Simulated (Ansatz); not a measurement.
**twin(10-12) boundary in hcp Co with Pd (substitutional): structure and resistance**

How much does the twin(10-12) boundary in hcp Co with Pd (substitutional) reflect electrons?

Main program and level: Ansatz 0.2.0; Ansatz plane-wave DFT, PBE, PAW files, collinear spin; relaxation of a bicrystal slab with its lowest layers held; PAW set soft_1, in the first sound run; inputs show where later runs differ.

## (1) Set-up

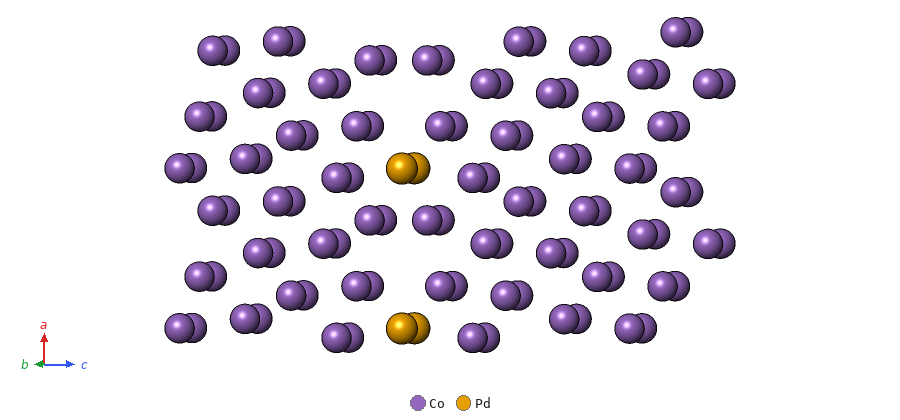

Start, viewed from the side, with the c axis across the page; cobalt purple, palladium orange. 2×2×1 cells are drawn.

The cell holds 27 atoms: 26 Co and 1 Pd. Its edges and angles: a = 5.963 Å, b = 2.505 Å, c = 31.041 Å, α = 90.0°, β = 90.0°, γ = 90.0°. It derives from Co. built on the (1 0 2) plane; 1 overlapping atoms removed and the grains opened by 0.2 Å. Vacuum lies along c.

## (2) Relaxing the bicrystal

The boundary is built by mirroring the lower grain in the boundary plane and removing any atoms that overlap; then the Pd is put in at the boundary. A thin bicrystal slab is relaxed first, with the lowest layers held and the upper grain free to shift and open.

The input, input.yaml:

```yaml
crystal:
  lattice:
    - [5.9626723849, 0.0, 0.0]
    - [0.0, 2.5054, 0.0]
    - [0.0, 0.0, 31.0405846678]
  atoms:
    - { symbol: Co, position: [0.0741388065, 0.4166666667, 0.1610794401], spin: 2.0 }
    - { symbol: Co, position: [0.3975869657, 0.9166666666, 0.1930385428], spin: 2.0 }
    - { symbol: Co, position: [0.8093110452, 0.9166666667, 0.2090180942], spin: 2.0 }
    - { symbol: Co, position: [0.1327592044, 0.4166666666, 0.2409771969], spin: 2.0 }
    - { symbol: Co, position: [0.5444832839, 0.4166666667, 0.2569567483], spin: 2.0 }
    - { symbol: Co, position: [0.8679314431, 0.9166666666, 0.288915851], spin: 2.0 }
    - { symbol: Co, position: [0.2796555226, 0.9166666667, 0.3048954023], spin: 2.0 }
    - { symbol: Co, position: [0.6031036818, 0.4166666666, 0.336854505], spin: 2.0 }
    - { symbol: Co, position: [0.0148277613, 0.4166666667, 0.3528340564], spin: 2.0 }
    - { symbol: Co, position: [0.3382759205, 0.9166666666, 0.3847931591], spin: 2.0 }
    - { symbol: Co, position: [0.75, 0.9166666667, 0.4007727104], spin: 2.0 }
    - { symbol: Pd, position: [0.0734481591, 0.4166666666, 0.4327318131] }
    - { symbol: Co, position: [0.75, 0.9166666667, 0.4711340934], spin: 2.0 }
    - { symbol: Co, position: [0.3382759205, 0.9166666666, 0.4871136448], spin: 2.0 }
    - { symbol: Co, position: [0.0148277613, 0.4166666667, 0.5190727475], spin: 2.0 }
    - { symbol: Co, position: [0.6031036818, 0.4166666666, 0.5350522988], spin: 2.0 }
    - { symbol: Co, position: [0.2796555226, 0.9166666667, 0.5670114015], spin: 2.0 }
    - { symbol: Co, position: [0.8679314431, 0.9166666666, 0.5829909529], spin: 2.0 }
    - { symbol: Co, position: [0.5444832839, 0.4166666667, 0.6149500556], spin: 2.0 }
    - { symbol: Co, position: [0.1327592044, 0.4166666666, 0.630929607], spin: 2.0 }
    - { symbol: Co, position: [0.8093110452, 0.9166666667, 0.6628887097], spin: 2.0 }
    - { symbol: Co, position: [0.3975869657, 0.9166666666, 0.678868261], spin: 2.0 }
    - { symbol: Co, position: [0.0741388065, 0.4166666667, 0.7108273637], spin: 2.0 }
    - { symbol: Co, position: [0.662414727, 0.4166666666, 0.7268069151], spin: 2.0 }
    - { symbol: Co, position: [0.3389665678, 0.9166666667, 0.7587660178], spin: 2.0 }
    - { symbol: Co, position: [0.9272424883, 0.9166666666, 0.7747455691], spin: 2.0 }
    - { symbol: Co, position: [0.6037943291, 0.4166666667, 0.8067046718], spin: 2.0 }
magnetization:
  spin_polarized: true
kpoints:
  mp_grid: { grid: [4, 9, 1] }
hamiltonian:
  xc: pbe
  pseudopotentials: { kind: paw, azcp: { folder: soft_1 } }
scf:
  occupations: { method: fermi_dirac, width: 0.1 }
relax:
  f_tol: 0.03
  max_steps: 80
  constraints: [{ sites: [0, 1, 2, 3, 4, 5] }]
```

Command:

```sh
ansatz run input.yaml --threads 4 --pin off --max-ram 15360MiB --backend cpu --events-out ev --progress --plain --runs-dir out
```

Numbers of over 12 decimals in the logs are rounded to 6 here.

What it wrote:

```text
Engine: ansatz 0.2.0, aarch64-unknown-linux-gnu
Pseudopotentials: kind: paw
Pseudopotential: Co, paw, valence charge 17, recommended cutoff 420 eV (normal), soft_1/Co.paw.azcp
Pseudopotential: Pd, paw, valence charge 18, recommended cutoff 420 eV (normal), soft_1/Pd.paw.azcp
Functional definition: PBE
  parameter kappa = 0.804
  parameter beta = 0.066725
  exchange = pbe_x(kappa = kappa, mu = beta*pi^2/3)
  correlation = pbe_c(beta = beta)
Crystal: 27 atoms, lattice volume = 463.712 Å³
Basis set: ecut = 420 eV, 8989 PW (Γ), exchange–correlation on 80×36×432 points (8 copies of the dense FFT grid, shifted against one another)
Bands: 308, of which v1, the nominal top of the filled ones, is band 230 counted from 1 (229 counted from 0)
Symmetry: 2 space group operations
Space group: Pm (ITA 6), of the structure as read, at distance tolerance 7.7e-5 Å
Magnetic group: BNS 6.18 (UNI 25), of the structure as read, at distance tolerance 7.7e-5 Å
k-points: 15 of 36 (time reversal used)
Non-local potential: Co, projectors of the file, l = 0: 3, l = 1: 2, l = 2: 3, l = 3: 1
Non-local potential: Pd, projectors of the file, l = 0: 2, l = 1: 2, l = 2: 2, l = 3: 1
PAW form: soft (Blöchl's): semilocal exchange-correlation on the pseudo side does not see the compensation charge
PAW one-centre angular grid: Co, 590 points (default); XC on 64 Gauss nodes
PAW one-centre angular grid: Pd, 590 points (default); XC on 64 Gauss nodes
Initial density: superposition of atomic densities (neutral atoms: chi_scale 0, normalization atom)
Starting moments: Σ|m| = 52 μB on 26 of 27 sites
Initial wavefunctions: pseudopotential atomic-orbital guess
Functional: x = pbe(κ = 0.804, μ = 0.219515), c = pbe(β = 0.066725)
SCF iter   1: F=—  HF=-140242.304459 eV  |F-HF|=—  |Δ(HF+E_count)|=         —  Δρ=7.36e-2 (↑7.15e-2 ↓7.36e-2)  dr2=3.94e2  dr2_m=1.16e0  M=46.144 μB ∫|m|=48.560 μB  β_m=0.30  ethr=3.10e-3  ⟨swp⟩=6.4  Hψ=36321  notcnv=0  defer=822
Mixer restart at iter 1: flushing history
preconditioner: auto → LDOS  [metal: Δε(μ)=0.008 eV  Ē_g=7.893 eV  σ=0.100 eV  W_gap=0.02  n_scr=136 (ndim 8)  ℏωp=26.9 eV  f_vac=0.302  D(μ)=28.59/eV (n_scr^D=312)]
spin=Collinear: LDOS preconditioning applied to the charge; magnetization (m = ρ↑ − ρ↓) channel mixes plain (no charge-response kernel on spin).
SCF iter   2: F=—  HF=-140228.836143 eV  |F-HF|=—  |Δ(HF+E_count)|=    1.35e1  Δρ=4.93e-2 (↑4.93e-2 ↓3.88e-2)  dr2=1.06e2  dr2_m=8.86e-1  M=46.614 μB ∫|m|=49.085 μB  β_m=0.32  ethr=3.10e-3  ⟨swp⟩=3.0  Hψ=18439  notcnv=0  defer=1135
SCF iter   3: F=—  HF=-140238.623419 eV  |F-HF|=—  |Δ(HF+E_count)|=    9.79e0  Δρ=1.63e-2 (↑1.47e-2 ↓1.63e-2)  dr2=1.41e1  dr2_m=3.75e-1  M=46.563 μB ∫|m|=49.470 μB  β_m=0.35  ethr=3.10e-3  ⟨swp⟩=3.1  Hψ=14810  notcnv=0  defer=1141
SCF iter   4: F=—  HF=-140243.931435 eV  |F-HF|=—  |Δ(HF+E_count)|=    5.31e0  Δρ=9.84e-3 (↑9.58e-3 ↓9.84e-3)  dr2=2.81e0  dr2_m=6.85e-2  M=45.609 μB ∫|m|=49.207 μB  β_m=0.52  ethr=3.06e-3  ⟨swp⟩=2.0  Hψ=10429  notcnv=0  defer=1149
SCF iter   5: F=—  HF=-140246.601332 eV  |F-HF|=—  |Δ(HF+E_count)|=    2.67e0  Δρ=6.14e-3 (↑3.23e-3 ↓6.14e-3)  dr2=2.35e-1  dr2_m=5.42e-2  M=44.429 μB ∫|m|=48.697 μB  β_m=0.64  ethr=6.11e-4  ⟨swp⟩=2.5  Hψ=14412  notcnv=0  defer=1179
SCF iter   6: F=—  HF=-140246.746393 eV  |F-HF|=—  |Δ(HF+E_count)|=         —  Δρ=5.49e-3 (↑4.71e-3 ↓5.49e-3)  dr2=1.51e-1  dr2_m=7.30e-2  M=43.765 μB ∫|m|=48.081 μB  β_m=0.64  ethr=5.12e-5  ⟨swp⟩=2.8  Hψ=18879  notcnv=0  defer=1189
SCF iter   7: F=—  HF=-140246.716516 eV  |F-HF|=—  |Δ(HF+E_count)|=   2.99e-2  Δρ=2.33e-3 (↑2.21e-3 ↓2.33e-3)  dr2=9.56e-2  dr2_m=9.16e-3  M=43.745 μB ∫|m|=48.000 μB  β_m=0.63  ethr=3.29e-5  ⟨swp⟩=2.1  Hψ=16011  notcnv=0  defer=1187
SCF iter   8: F=—  HF=-140246.723103 eV  |F-HF|=—  |Δ(HF+E_count)|=   6.59e-3  Δρ=2.45e-3 (↑2.45e-3 ↓1.60e-3)  dr2=9.07e-2  dr2_m=3.37e-3  M=43.713 μB ∫|m|=47.968 μB  β_m=0.51  ethr=2.08e-5  ⟨swp⟩=2.1  Hψ=16613  notcnv=0  defer=1187
SCF iter   9: F=—  HF=-140246.711721 eV  |F-HF|=—  |Δ(HF+E_count)|=   1.14e-2  Δρ=1.20e-3 (↑1.20e-3 ↓8.17e-4)  dr2=1.80e-2  dr2_m=8.43e-4  M=43.704 μB ∫|m|=47.952 μB  β_m=0.42  ethr=1.97e-5  ⟨swp⟩=1.8  Hψ=11161  notcnv=0  defer=1187
SCF iter  10: F=—  HF=-140246.707966 eV  |F-HF|=—  |Δ(HF+E_count)|=   3.75e-3  Δρ=3.63e-4 (↑3.63e-4 ↓2.64e-4)  dr2=3.58e-3  dr2_m=1.34e-4  M=43.699 μB ∫|m|=47.939 μB  β_m=0.56  ethr=3.91e-6  ⟨swp⟩=2.0  Hψ=12260  notcnv=0  defer=1185
SCF iter  11: F=—  HF=-140246.708008 eV  |F-HF|=—  |Δ(HF+E_count)|=   4.22e-5  Δρ=1.71e-4 (↑1.71e-4 ↓1.50e-4)  dr2=9.85e-4  dr2_m=1.32e-5  M=43.689 μB ∫|m|=47.928 μB  β_m=0.51  ethr=7.79e-7  ⟨swp⟩=1.9  Hψ=11614  notcnv=0  defer=1186
SCF iter  12: F=—  HF=-140246.707885 eV  |F-HF|=—  |Δ(HF+E_count)|=   1.23e-4  Δρ=1.24e-4 (↑1.24e-4 ↓1.19e-4)  dr2=3.92e-4  dr2_m=1.49e-5  M=43.683 μB ∫|m|=47.923 μB  β_m=0.56  ethr=2.14e-7  ⟨swp⟩=2.0  Hψ=13183  notcnv=0  defer=1186
SCF iter  13: F=—  HF=-140246.708048 eV  |F-HF|=—  |Δ(HF+E_count)|=   1.63e-4  Δρ=8.65e-5 (↑8.65e-5 ↓7.63e-5)  dr2=1.02e-4  dr2_m=2.11e-6  M=43.688 μB ∫|m|=47.924 μB  β_m=0.46  ethr=8.52e-8  ⟨swp⟩=2.0  Hψ=13120  notcnv=0  defer=1186
SCF iter  14: F=—  HF=-140246.708010 eV  |F-HF|=—  |Δ(HF+E_count)|=   3.78e-5  Δρ=3.37e-5 (↑3.22e-5 ↓3.37e-5)  dr2=1.07e-5  dr2_m=1.04e-6  M=43.688 μB ∫|m|=47.925 μB  β_m=0.55  ethr=2.21e-8  ⟨swp⟩=2.9  Hψ=15095  notcnv=0  defer=1186
SCF iter  15: F=-140246.708024 eV  HF=-140246.708030 eV  |F-HF|=5.99e-6  |Δ(HF+E_count)|=   1.95e-5  Δρ=2.05e-5 (↑1.21e-5 ↓2.05e-5)  dr2=6.36e-6  dr2_m=1.65e-7  M=43.691 μB ∫|m|=47.926 μB  ethr=2.32e-9  ⟨swp⟩=2.3  Hψ=30764  notcnv=0
SCF 1 converged in 15 iterations: F = -140246.708024 eV  dr2 = 6.36e-6
  greatest PAW one-centre occupation: 1.002 electrons in one spin orbital (limit 2), on the Co atom at site 0 (counted from 0), in its partial waves of l = 1
relax step   1: F+E_penalty+E_count = -140246.70802394 eV  Δ(F+E_penalty+E_count) = +0.000e0 eV  max|allowed force component| = 1.702e0 eV/Å  Δτ_max = 0.0000 Å  (15 SCF iters, dr2 threshold 2.25e-5 eV, accepted)
Initial density: handed on by an earlier stage of this run
Starting moments: Σ|m| = 52 μB on 26 of 27 sites; this step starts from the density that it was given
Initial wavefunctions: those handed on with the density
iter 1 solved again at ethr=1.04e-4 eV; its pass at ethr=3.10e-3 eV (dr2=4.80e-1 eV) is discarded
SCF iter   1: F=—  HF=-140247.037314 eV  |F-HF|=—  |Δ(HF+E_count)|=         —  Δρ=4.13e-3 (↑4.13e-3 ↓3.68e-3)  dr2=3.93e-1  dr2_m=2.97e-2  M=43.596 μB ∫|m|=47.795 μB  β_m=0.30  ethr=1.04e-4  ⟨swp⟩=1.8  Hψ=33435  notcnv=0  defer=1190
[...]
spin=Collinear: LDOS preconditioning applied to the charge; magnetization (m = ρ↑ − ρ↓) channel mixes plain (no charge-response kernel on spin).
SCF iter   2: F=—  HF=-140247.172415 eV  |F-HF|=—  |Δ(HF+E_count)|=   3.97e-4  Δρ=2.27e-4 (↑2.27e-4 ↓1.48e-4)  dr2=1.35e-3  dr2_m=5.78e-5  M=43.465 μB ∫|m|=47.631 μB  β_m=0.40  ethr=2.99e-7  ⟨swp⟩=3.0  Hψ=16199  notcnv=0  defer=1196
SCF iter   3: F=—  HF=-140247.172254 eV  |F-HF|=—  |Δ(HF+E_count)|=   1.61e-4  Δρ=1.31e-4 (↑1.31e-4 ↓1.17e-4)  dr2=5.57e-5  dr2_m=3.53e-5  M=43.465 μB ∫|m|=47.631 μB  β_m=0.51  ethr=2.94e-7  ⟨swp⟩=2.0  Hψ=12476  notcnv=0  defer=1196
SCF iter   4: F=—  HF=-140247.172300 eV  |F-HF|=—  |Δ(HF+E_count)|=   4.61e-5  Δρ=4.59e-5 (↑4.24e-5 ↓4.59e-5)  dr2=6.59e-5  dr2_m=4.55e-6  M=43.464 μB ∫|m|=47.631 μB  β_m=0.49  ethr=1.21e-8  ⟨swp⟩=2.5  Hψ=16595  notcnv=0  defer=1196
SCF iter   5: F=—  HF=-140247.172303 eV  |F-HF|=—  |Δ(HF+E_count)|=   3.00e-6  Δρ=2.72e-5 (↑2.44e-5 ↓2.72e-5)  dr2=2.25e-6  dr2_m=2.30e-6  M=43.464 μB ∫|m|=47.631 μB  β_m=0.56  ethr=1.21e-8  ⟨swp⟩=2.0  Hψ=12099  notcnv=0  defer=1196
SCF iter   6: F=—  HF=-140247.172304 eV  |F-HF|=—  |Δ(HF+E_count)|=   1.30e-6  Δρ=1.70e-5 (↑1.70e-5 ↓1.13e-5)  dr2=1.64e-6  dr2_m=6.51e-7  M=43.464 μB ∫|m|=47.631 μB  β_m=0.65  ethr=4.89e-10  ⟨swp⟩=3.0  Hψ=19157  notcnv=0  defer=1196
SCF iter   7: F=—  HF=-140247.172305 eV  |F-HF|=—  |Δ(HF+E_count)|=   7.64e-8  Δρ=5.70e-6 (↑5.70e-6 ↓4.43e-6)  dr2=5.69e-7  dr2_m=5.23e-8  M=43.464 μB ∫|m|=47.631 μB  β_m=0.60  ethr=3.57e-10  ⟨swp⟩=2.1  Hψ=13669  notcnv=0  defer=1196
SCF iter   8: F=—  HF=-140247.172304 eV  |F-HF|=—  |Δ(HF+E_count)|=   7.51e-8  Δρ=2.83e-6 (↑2.83e-6 ↓1.97e-6)  dr2=7.37e-8  dr2_m=1.47e-8  M=43.464 μB ∫|m|=47.631 μB  β_m=0.55  ethr=1.24e-10  ⟨swp⟩=2.2  Hψ=14634  notcnv=0  defer=1196
SCF iter   9: F=—  HF=-140247.172304 eV  |F-HF|=—  |Δ(HF+E_count)|=   1.39e-8  Δρ=2.60e-6 (↑1.35e-6 ↓2.60e-6)  dr2=1.29e-7  dr2_m=2.44e-9  M=43.464 μB ∫|m|=47.631 μB  β_m=0.57  ethr=1.60e-11  ⟨swp⟩=2.7  Hψ=16410  notcnv=0  defer=1196
SCF iter  10: F=-140247.172304 eV  HF=-140247.172304 eV  |F-HF|=8.12e-8  |Δ(HF+E_count)|=  5.82e-10  Δρ=2.58e-6 (↑8.43e-7 ↓2.58e-6)  dr2=8.63e-8  dr2_m=3.77e-9  M=43.464 μB ∫|m|=47.631 μB  ethr=1.60e-11  ⟨swp⟩=2.4  Hψ=26056  notcnv=0
SCF 5 converged in 10 iterations: F = -140247.172304 eV  dr2 = 8.63e-8
relax step   5: F+E_penalty+E_count = -140247.17230435 eV  Δ(F+E_penalty+E_count) = -9.082e-4 eV  max|allowed force component| = 6.712e-3 eV/Å  Δτ_max = 0.0103 Å  (10 SCF iters, accepted)
SCF converged after 10 iterations
Magnetization: 43.4645 μB (251.7322 up, 208.2678 down)
Absolute magnetization: 47.6762 μB (∫|ρ↑−ρ↓|, with the PAW one-centre terms)
Spin contamination: 0.8293 ħ² per cell (⟨S²⟩ above its minimum at these occupations)
Per-site moments (μB) at R_I (Å): [(1.875983, 1.033141), (1.829217, 1.033141), (1.783946, 1.033141), (1.719729, 1.031102), (1.665198, 1.005725), (1.693695, 1.017197), (1.689357, 1.015919), (1.634870, 1.004676), (1.707405, 1.017197), (1.817140, 0.977027), (1.752733, 0.977027), (0.301840, 1.0334775), (1.756982, 0.975815), (1.818051, 0.975815), (1.710044, 1.017825), (1.637956, 1.005313), (1.680995, 1.014246), (1.679576, 1.015757), (1.679200, 1.009565), (1.670881, 1.015185), (1.665595, 1.015757), (1.687949, 1.019271), (1.658242, 1.008883), (1.715444, 0.957239), (1.762072, 1.001211), (1.783998, 1.001211), (1.817054, 0.957239)]
Free energy (F): -140247.172304 eV
Harris-Foulkes:  -140247.172304 eV  (|F-HF|=8.12e-8)
Internal energy: -140246.241841 eV  (E = F + TS)
E sigma→0 (E₀):  -140246.707073 eV
Entropy (-TS):   -0.930463 eV (-34.462 meV/atom)
Fermi energy:    10.515434 eV
--- Per-component energies (eV) ---
  E_band       = -10267.119217
  E_kinetic    = 8018.575138
  E_local      = -823144.448768  (includes V_loc(G=0)·N_el)
  E_nonlocal   = 11679.778700
  E_hartree    = 405638.786638
  E_xc         = -2522.955553
  E_vxc        = -3243.024555  (∫ρ·V_xc dr)
  E_paw        = -44682.266012  (= ΣΔE_a)
  E_vpaw       = -14855.453177  (= ΣTr[D̂ρ^β])
  E_aug_tail   = -0.000059  (compensation charges beyond the density's cutoff)
  E_ewald      = 304766.288075
  E_smearing   = -0.930463  (= −TS)
  E_closure    = -0.000000  (closes the sum)
  Σ components = -140247.172304   (vs F -140247.172304, Δ=0.00e0)
--- Forces (eV/Å), atoms counted from 1 ---
  atom   1  Co     0.16008818     0.00000000     0.98330917
  atom   2  Co    -0.11028111     0.00000000     0.16941431
  atom   3  Co     0.07488666     0.00000000    -0.28623753
  atom   4  Co    -0.01337251     0.00000000    -0.38455656
  atom   5  Co    -0.07771440     0.00000000    -0.27593892
  atom   6  Co    -0.03916833     0.00000000    -0.20999427
  atom   7  Co    -0.00253670     0.00000000    -0.00161941
  atom   8  Co     0.00102145     0.00000000     0.00172700
  atom   9  Co     0.00596710     0.00000000    -0.00089471
  atom  10  Co     0.00170240     0.00000000     0.00002530
  atom  11  Co    -0.00312487     0.00000000     0.00429914
  atom  12  Pd    -0.00504393     0.00000000    -0.00124726
  atom  13  Co    -0.00175405     0.00000000     0.00066884
  atom  14  Co     0.00276984     0.00000000     0.00106140
  atom  15  Co     0.00123047     0.00000000     0.00058384
  atom  16  Co     0.00101141     0.00000000     0.00181991
  atom  17  Co     0.00052979     0.00000000    -0.00605155
  atom  18  Co    -0.00005553     0.00000000    -0.00136491
  atom  19  Co    -0.00188678     0.00000000     0.00671219
  atom  20  Co     0.00455994     0.00000000    -0.00225683
  atom  21  Co     0.00585100     0.00000000    -0.00088168
  atom  22  Co    -0.00391925     0.00000000     0.00199659
  atom  23  Co    -0.00059410     0.00000000     0.00102948
  atom  24  Co    -0.00063816     0.00000000    -0.00480852
  atom  25  Co     0.00050907     0.00000000    -0.00268953
  atom  26  Co     0.00118960     0.00000000     0.00135571
  atom  27  Co    -0.00123742     0.00000000     0.00449925
  max |Σ_I F_I| component: 3.96e-5 eV/Å
--- Relaxed structure (5 steps of the walk, 5 accepted, 0 SCFs on fresh bases) ---
  F+E_penalty+E_count = -140247.17230435 eV   max|allowed force component| = 6.712e-3 eV/Å
  atoms:
    - { symbol: Co, position: [0.0741388065, 0.416667, 0.161079] }
    - { symbol: Co, position: [0.3975869657, 0.916667, 0.1930385428] }
    - { symbol: Co, position: [0.8093110452, 0.916667, 0.209018] }
    - { symbol: Co, position: [0.1327592044, 0.416667, 0.240977] }
    - { symbol: Co, position: [0.5444832839, 0.416667, 0.2569567483] }
    - { symbol: Co, position: [0.867931, 0.916667, 0.288916] }
    - { symbol: Co, position: [0.277576, 0.916667, 0.304870] }
    - { symbol: Co, position: [0.597119, 0.416667, 0.334849] }
    - { symbol: Co, position: [0.010176, 0.416667, 0.351652] }
    - { symbol: Co, position: [0.339877, 0.916667, 0.383920] }
    - { symbol: Co, position: [0.731214, 0.916667, 0.397014] }
    - { symbol: Pd, position: [0.068350, 0.416667, 0.435249] }
    - { symbol: Co, position: [0.731083, 0.916667, 0.473534] }
    - { symbol: Co, position: [0.340068, 0.916667, 0.486430] }
    - { symbol: Co, position: [0.00979818, 0.416667, 0.518981] }
    - { symbol: Co, position: [0.596870, 0.416667, 0.535752] }
    - { symbol: Co, position: [0.277269, 0.916667, 0.565362] }
    - { symbol: Co, position: [0.866541, 0.916667, 0.581694] }
    - { symbol: Co, position: [0.542640, 0.416667, 0.613907] }
    - { symbol: Co, position: [0.133504, 0.416667, 0.628876] }
    - { symbol: Co, position: [0.812678, 0.916667, 0.660346] }
    - { symbol: Co, position: [0.398653, 0.916667, 0.677082] }
    - { symbol: Co, position: [0.078338, 0.416667, 0.707450] }
    - { symbol: Co, position: [0.664982, 0.416667, 0.723258] }
    - { symbol: Co, position: [0.340300, 0.916667, 0.756785] }
    - { symbol: Co, position: [0.938725, 0.916667, 0.769582] }
    - { symbol: Co, position: [0.621004, 0.416667, 0.797539] }
```

Wall time 26 min (4 threads of Arm Neoverse V1, shared host); peak memory 4.7 GiB.

(Continued in part 2 of 2.)

[Logs are printed without paths, hosts, clocks, repeated set-up lines and the standing remarks that a program may print on its own settings, such as how far it seeks lower states.]

[Hosts, paths, dates, database ids (printed as entryN), source tags and the programs' standing remarks are cut or masked in the printed files.]
